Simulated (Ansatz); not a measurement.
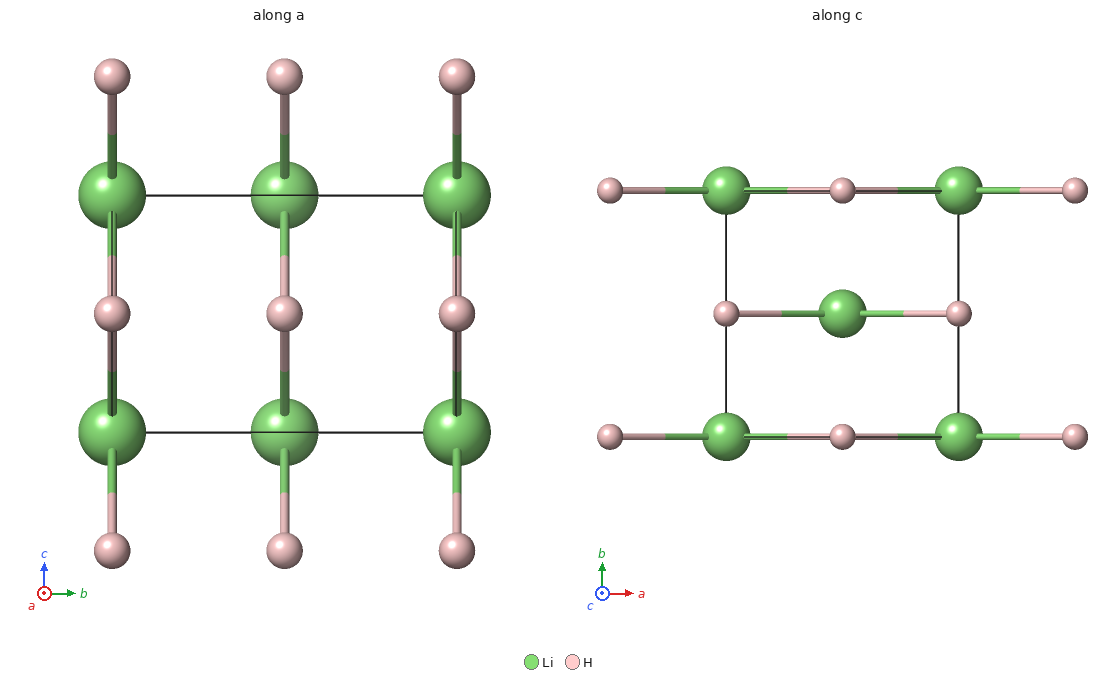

Shown here is a polyhedral view of the crystal, taken along the a axis and along the c axis. The frame is the conventional unit cell; atoms at its boundary are shown with their periodic copies. A few atoms beyond the faces are included.

LiH, space group Cmmm (No. 65), a = 3.44 Å, b = 3.64 Å, c = 2.50 Å, α = 90.00°, β = 90.00°, γ = 90.00°.

Method used: DFT, r2SCAN, plane waves, PAW in Ansatz. It ran with a 500 eV plane-wave basis, k-points about 0.25 Å⁻¹ apart, no spin polarisation.

Classify it as metallic or gapped, with the value.

Answer. A semiconductor at this level, with a gap of 1.19 eV, indirect; the smallest direct gap is 4.40 eV.

What is the pressure at this volume?

Answer. The computed pressure is 0.1 GPa, close to zero. The stress isn't hydrostatic: its largest component is 1.2 GPa.

The initial geometry was a structure type filled with these elements by a generator (whether the compound takes this form wasn't checked). The cell was then strained or its atoms displaced on purpose. It was run through Ansatz as a DFT input.
